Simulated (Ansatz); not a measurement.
Geometry relaxation of Ti5Si (part 2 of 2)

The same run, continued: Ti5Si (R32, 6 atoms in the cell); DFT PBE, scalar-relativistic, plane waves, PAW, no spin polarisation (Ansatz 0.2.0); cutoff 420 eV, 12×12×12 k-mesh, Gaussian smearing of 0.1 eV. The structure derives from a Materials Project entry.

Geometry of the input (Å; fractional positions):
```
2.5228  1.4566  4.4409
-2.5228  1.4566  4.4409
0.0000  -2.9131  4.4409
Ti 0.1514  0.1514  0.1514
Ti 0.6054  0.3947  0.0000
Ti 0.0000  0.6054  0.3947
Ti 0.8486  0.8486  0.8486
Ti 0.3946  -0.0000  0.6054
Si 0.5000  0.5000  0.5000
```

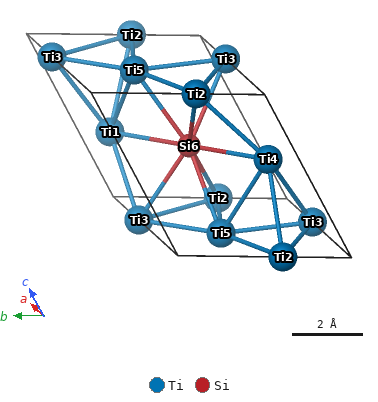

*The geometry at step 3 of the log (ball-and-stick view of the reduced cell, seen at an oblique angle; atoms are numbered from 1 in the order of the input).*

```
basis re-selected at this cell: Δ(F+E_penalty+E_count) = -9.008e-6 eV, ΔP = -0.000 GPa vs the last step (what re-selecting the basis moved, of the pressure what is left beyond the Pulay correction that the steps carried, after the strain that the cell walked since its last selection, with what the two solves' SCF thresholds leave and, on support functions, any second-order correction that the steps lacked; it is no measure of the basis error at this ecutwfc). This SCF's stress stands 2.01e-2 GPa from its target on what of the cell is left free (relax.cell.stress_tol is 5.00e-2 GPa) and its largest allowed force component is 2.94e-3 eV/Å (relax.f_tol is 5.00e-3 eV/Å): within both
SCF converged after 8 iterations
Free energy (F): -13135.925348 eV
Harris-Foulkes:  -13135.925348 eV  (|F-HF|=3.64e-12)
Internal energy: -13135.899641 eV  (E = F + TS)
E sigma→0 (E₀):  -13135.912495 eV
Entropy (-TS):   -0.025706 eV (-4.284 meV/atom)
Fermi energy:    13.314084 eV
--- Per-component energies (eV) ---
  E_band       = -754.042085
  E_kinetic    = 1407.609096
  E_local      = -4326.410842  (includes V_loc(G=0)·N_el)
  E_nonlocal   = 65.905394
  E_hartree    = 1808.540707
  E_xc         = -545.002285
  E_vxc        = -659.884275  (∫ρ·V_xc dr)
  E_paw        = -5751.619558  (= ΣΔE_a)
  E_vpaw       = -858.343478  (= ΣTr[D̂ρ^β])
  E_aug_tail   = 0.000607  (compensation charges beyond the density's cutoff)
  E_ewald      = -5794.922760
  E_smearing   = -0.025706  (= −TS)
  E_closure    = 0.000000  (closes the sum)
  Σ components = -13135.925348   (vs F -13135.925348, Δ=0.00e0)
--- Forces (eV/Å), atoms counted from 1 ---
  atom   1  Ti    -0.00000000     0.00000000    -0.00294277
  atom   2  Ti    -0.00034419     0.00000000    -0.00000000
  atom   3  Ti     0.00017209    -0.00029807    -0.00000000
  atom   4  Ti     0.00000000    -0.00000000     0.00294277
  atom   5  Ti     0.00017209     0.00029807     0.00000000
  atom   6  Si     0.00000000    -0.00000000     0.00000000
  max |Σ_I F_I| component: 8.88e-17 eV/Å
--- Stress (GPa, compression-positive) ---
       -0.013227      -0.000000       0.000000
       -0.000000      -0.013227       0.000000
        0.000000       0.000000      -0.020056
  P = ⅓ Tr σ = -0.0155 GPa (-0.155 kbar)
--- Band table (eV; the first three rows and the last of 189) ---
  k-point 0: bands = ["-43.4205", "-43.3474", "-43.2056", "-43.0711", "-43.0711", "-19.9209", "-19.8258", "-19.7848", "-19.7848", "-19.7262", "-19.7071", "-19.7071", "-19.5204", "-19.5204", "-19.3206", "-19.3206", "-19.2789", "-19.2621", "-19.0104", "-19.0104", "4.3606", "9.6775", "10.6315", "10.6315", "11.5328", "11.5636", "12.2300", "12.2300", "12.4170", "12.4170", "12.5793", "13.2071", "13.2689", "13.2689", "14.3724", "14.3724", "14.7251", "14.7869", "15.0619"]
  k-point 1: bands = ["-43.4190", "-43.3483", "-43.2040", "-43.0734", "-43.0712", "-19.9186", "-19.8272", "-19.7924", "-19.7804", "-19.7499", "-19.6905", "-19.6762", "-19.5226", "-19.5150", "-19.3355", "-19.3197", "-19.2789", "-19.2611", "-19.0203", "-19.0132", "4.4073", "9.6121", "10.5742", "10.6575", "11.4175", "11.7341", "12.1098", "12.1824", "12.3235", "12.4649", "12.6437", "13.2180", "13.2809", "13.3561", "14.3090", "14.3891", "14.7531", "14.8397", "14.9638"]
  k-point 2: bands = ["-43.4146", "-43.3508", "-43.1995", "-43.0800", "-43.0712", "-19.9133", "-19.8274", "-19.8020", "-19.7785", "-19.7661", "-19.6519", "-19.6343", "-19.5282", "-19.5019", "-19.3629", "-19.3255", "-19.2805", "-19.2633", "-19.0482", "-19.0207", "4.5406", "9.4103", "10.5908", "10.6653", "11.2143", "11.7872", "12.0665", "12.0939", "12.2009", "12.4969", "12.7466", "13.1726", "13.4232", "13.4912", "14.2411", "14.4060", "14.6820", "14.8097", "15.0174"]
  k-point 188: bands = ["-43.4004", "-43.3480", "-43.2257", "-43.0712", "-43.0712", "-19.8903", "-19.8315", "-19.8315", "-19.7089", "-19.6235", "-19.6235", "-19.6168", "-19.5360", "-19.5360", "-19.4730", "-19.3412", "-19.3331", "-19.3331", "-19.0173", "-19.0173", "5.2968", "8.3237", "10.0615", "10.0615", "11.3148", "11.5489", "11.8816", "11.8816", "12.4985", "12.7307", "12.7307", "13.1562", "13.5711", "13.5711", "14.1826", "14.6008", "14.6008", "14.9160", "14.9160"]
--- Relaxed structure (3 steps of the walk, 3 accepted, 1 SCFs on fresh bases) ---
  F+E_penalty+E_count = -13135.92534776 eV   max|allowed force component| = 2.943e-3 eV/Å   (the final SCF, on the basis selected at the relaxed cell)
  cell:  # Å, volume = 97.9662 Å³
    - [2.5242456747576547, 1.4573739198054232, 4.438358890193423]
    - [-2.5242456747576547, 1.4573739198054232, 4.438358890193423]
    - [2.135855963725853e-34, -2.914747839660818, 4.438358890177015]
  atoms:
    - { symbol: Ti, position: [0.15136215267106276, 0.15136215267106276, 0.15136215267106273] }
    - { symbol: Ti, position: [0.6045557546749055, 0.3954442453250947, 0.0] }
    - { symbol: Ti, position: [5.551115123125783e-17, 0.6045557546749054, 0.39544424532509465] }
    - { symbol: Ti, position: [0.8486378473289374, 0.8486378473289374, 0.8486378473289372] }
    - { symbol: Ti, position: [0.3954442453250946, -1.1102230246251565e-16, 0.6045557546749054] }
    - { symbol: Si, position: [0.5000000000000001, 0.5000000000000001, 0.5000000000000001] }
```

**Trajectory as extended XYZ (Å, eV, eV/Å), 4 frames, from step=1 to step=4**
```
6
Lattice="2.5228 1.4566 4.4409 -2.5228 1.4566 4.4409 0.0000 -2.9131 4.4409" Properties=species:S:1:pos:R:3:forces:R:3 step=1 energy=-13135.92516 pressure_GPa=0.02
Ti    0.0000    0.0000    2.0176    0.0000   0.0000   0.0132
Ti    0.5316    1.4566    4.4409   -0.0273   0.0000   0.0000
Ti   -1.5272   -0.2679    4.4409    0.0136  -0.0236   0.0000
Ti    0.0000    0.0000   11.3051    0.0000   0.0000  -0.0132
Ti    0.9956   -1.1886    4.4409    0.0136   0.0236   0.0000
Si    0.0000    0.0000    6.6614    0.0000   0.0000   0.0000
6
Lattice="2.5255 1.4581 4.4376 -2.5255 1.4581 4.4376 0.0000 -2.9162 4.4376" Properties=species:S:1:pos:R:3:forces:R:3 step=2 energy=-13135.92515 pressure_GPa=-0.08
Ti    0.0000    0.0000    2.0161    0.0000   0.0000  -0.0298
Ti    0.5252    1.4581    4.4376    0.0255   0.0000   0.0000
Ti   -1.5253   -0.2742    4.4376   -0.0127   0.0221   0.0000
Ti    0.0000    0.0000   11.2968    0.0000   0.0000   0.0298
Ti    1.0002   -1.1838    4.4376   -0.0127  -0.0221   0.0000
Si    0.0000    0.0000    6.6564    0.0000   0.0000   0.0000
6
Lattice="2.5242 1.4574 4.4384 -2.5242 1.4574 4.4384 0.0000 -2.9147 4.4384" Properties=species:S:1:pos:R:3:forces:R:3 step=3 energy=-13135.92534 pressure_GPa=-0.02
Ti    0.0000    0.0000    2.0154    0.0000   0.0000  -0.0029
Ti    0.5278    1.4574    4.4384   -0.0003   0.0000   0.0000
Ti   -1.5260   -0.2716    4.4384    0.0002  -0.0003   0.0000
Ti    0.0000    0.0000   11.2997    0.0000   0.0000   0.0029
Ti    0.9982   -1.1858    4.4384    0.0002   0.0003   0.0000
Si    0.0000    0.0000    6.6575    0.0000   0.0000   0.0000
6
Lattice="2.5242 1.4574 4.4384 -2.5242 1.4574 4.4384 0.0000 -2.9147 4.4384" Properties=species:S:1:pos:R:3:forces:R:3 step=4 energy=-13135.92535 pressure_GPa=-0.02
Ti    0.0000    0.0000    2.0154    0.0000   0.0000  -0.0029
Ti    0.5278    1.4574    4.4384   -0.0003   0.0000   0.0000
Ti   -1.5260   -0.2716    4.4384    0.0002  -0.0003   0.0000
Ti    0.0000    0.0000   11.2997    0.0000   0.0000   0.0029
Ti    0.9982   -1.1858    4.4384    0.0002   0.0003   0.0000
Si    0.0000    0.0000    6.6575    0.0000   0.0000   0.0000
```

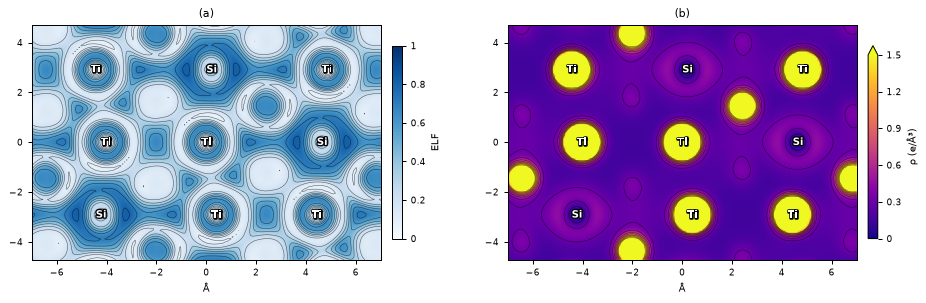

*(a) ELF; (b) valence pseudo-density on the (110) plane of the conventional cell.*

Atoms in the plane: Ti and Si. Ti–Si (2.92 Å): ρ is about 0.21 e/Å³ halfway; the ELF is about 0.40 at the midpoint. Ti–Ti (2.94 Å): ρ at the midpoint is about 0.19 e/Å³; the ELF is about 0.30 at the midpoint (no localised pair between them). Away from the nuclei the density in this plane falls to 0.15 e/Å³ at its lowest.The strong features right at Ti lie inside the PAW spheres (semicore, d or f shells) and say nothing about bonding. The fields are those of the smooth PAW valence density.

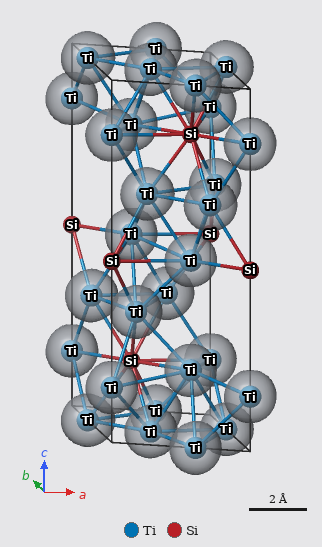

*Isosurface of the valence charge density (pseudo) at 0.5 e/Å³ (grey), seen at an oblique angle. Sticks mark near contacts. The outline is the cell set on symmetry axes.*

At this value the density breaks into separate islands; it holds about 70 % of the electrons treated as valence (semicore included). It is pinched off along the Ti–Ti (2.68 Å), Ti–Si (2.71 Å), Ti–Ti (2.84 Å) and Ti–Si (2.92 Å) contacts. On the grid the lowest density along these lines, outside the cores, is 0.24 e/Å³ (Ti–Ti, 2.68 Å), 0.26 e/Å³ (Ti–Si, 2.71 Å), 0.18 e/Å³ (Ti–Ti, 2.84 Å) and 0.19 e/Å³ (Ti–Si, 2.92 Å).

**Summary**

```json
{"quantity": "outcome", "value": "converged"}
{"quantity": "space group (tolerance 0.01 Å)", "value": "R32 (155)"}
{"quantity": "electrons treated", "value": "64"}
{"quantity": "free energy", "value": "−13135.9253 eV"}
{"quantity": "Fermi energy", "value": "13.314 eV"}
{"quantity": "gap on the k-point mesh", "value": "none (metallic)"}
{"quantity": "pressure", "value": "−0.02 GPa"}
{"quantity": "final volume", "value": "97.97 Å³"}
{"quantity": "largest force (length of the vector) at the end", "value": "0.003 eV/Å"}
{"quantity": "final cell", "value": "a = 5.310 Å, b = 5.310 Å, c = 5.310 Å, α = 56.77°, β = 56.77°, γ = 56.77°"}
{"quantity": "hardware", "value": "2 threads of Intel Xeon (Granite Rapids), 176 GiB of memory available, shared host"}
{"quantity": "wall time", "value": "1.7 min (CPU time 3.3 min)"}
{"quantity": "peak memory", "value": "0.83 GiB"}
```
